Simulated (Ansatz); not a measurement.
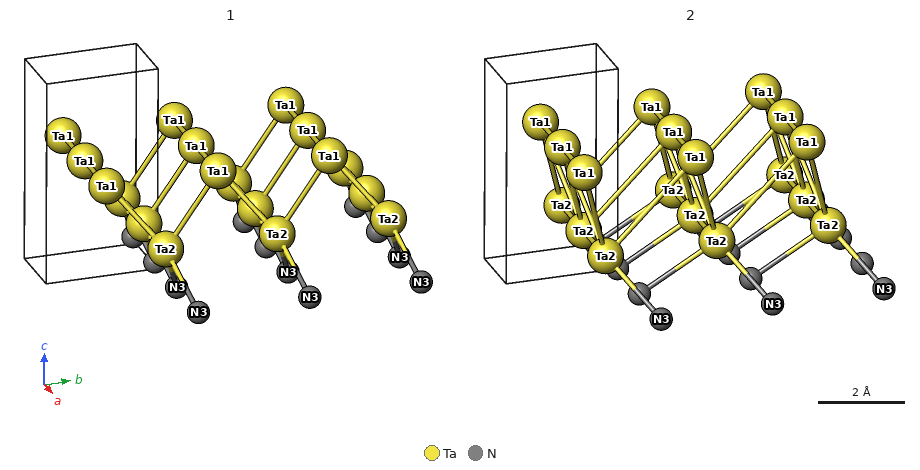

Two geometries of crystalline Ta₂N (set up in P1), drawn at one scale. One is the start of a relaxation, the other its converged end. The picture is a ball-and-stick view of the cell of the calculation, repeated 3 × 3 × 1 with one cell outlined, seen slightly off an axis.

The calculation used DFT PBE, scalar-relativistic, plane waves, PAW in Ansatz 0.2.0. Settings: plane-wave cutoff 420 eV; k-point mesh 12 × 12 × 8; occupations gaussian; smearing width 0.15 eV; no spin polarisation; atoms relaxed in a fixed cell; force threshold 0.01 eV/Å; at most 80 steps.

Which geometry has the lower energy?

Structure 2 is the relaxed one. Case: all atoms moved at random, sigma 0.25 Å for each component, cell strained at random, sigma 0.06; relaxed back. The energy falls by 1455 meV per atom in 8 geometry steps. Largest force component: 12 eV/Å at the start, 0.00075 eV/Å at the end. Ta2 moves most: 0.59 Å roughly along −b. By element the largest moves are Ta 0.59 Å, N 0.21 Å. The cell stays as it was. Among the contacts that change: Ta1–Ta2 3.162 → 4.099 Å, Ta1–Ta2 (another image) 3.760 → 2.910 Å, Ta1–Ta2 (another image) 2.307 → 3.130 Å, Ta1–N3 2.767 → 2.204 Å. New bonds form, among them: Ta1–N3 (2.77 → 2.20 Å), Ta2–N3 (2.71 → 2.20 Å). Among the angles between lasting bonds that change: Ta2–Ta1–N3 127.4° → 95.9°, Ta1–Ta2–N3 141.9° → 158.7°, Ta2–Ta1–N3 124.6° → 109.8°. The space group (tolerance 0.01 Å) goes from P1 (No. 1) to P-1 (No. 2). Cost: 3.8 min on 2 threads of Arm Neoverse V1, with other jobs on the host, peak memory 0.72 GiB.
